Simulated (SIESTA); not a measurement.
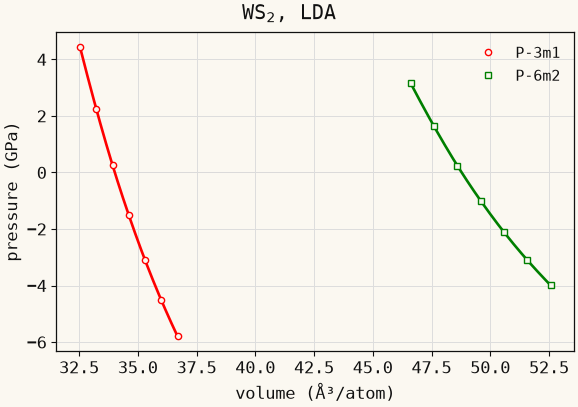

Method: DFT in numerical atomic orbitals with pseudopotentials, no spin polarisation; energies at scaled volumes of the given cell, shape and fractions fixed, counted from the fit's minimum, third-order Birch-Murnaghan fit (SIESTA 5.4.2). Level: LDA.

occupations Fermi–Dirac; smearing width 0.05 eV; potentials PseudoDojo 0.4 standard, converted to PSML, two zetas on semicore shells.

Pressure against volume, with one curve for each structure, for WS₂.

Settings that differ: P-3m1: k mesh 8×8×2; P-6m2: k mesh 10×10×2.

The fitted equilibrium volumes, smallest first, are P-3m1 34.021, P-6m2 48.781 Å³/atom. The fitted bulk moduli, smallest first, are P-6m2 62.9, P-3m1 90.6 GPa. For P-3m1, the pressure falls from 4.44 GPa at volume 32.54 Å³/atom to −5.80 GPa at 36.69 Å³/atom, and changes sign near 34.03 Å³/atom. For P-6m2, the pressure falls from 3.15 GPa at volume 46.62 Å³/atom to −3.99 GPa at 52.57 Å³/atom, and changes sign near 48.79 Å³/atom.

Limits of the calculation: mulliken charges of long orbitals; short basis over semicore shells; shape and atomic fractions are frozen while scaling, which makes layered, chain and framework solids too stiff.
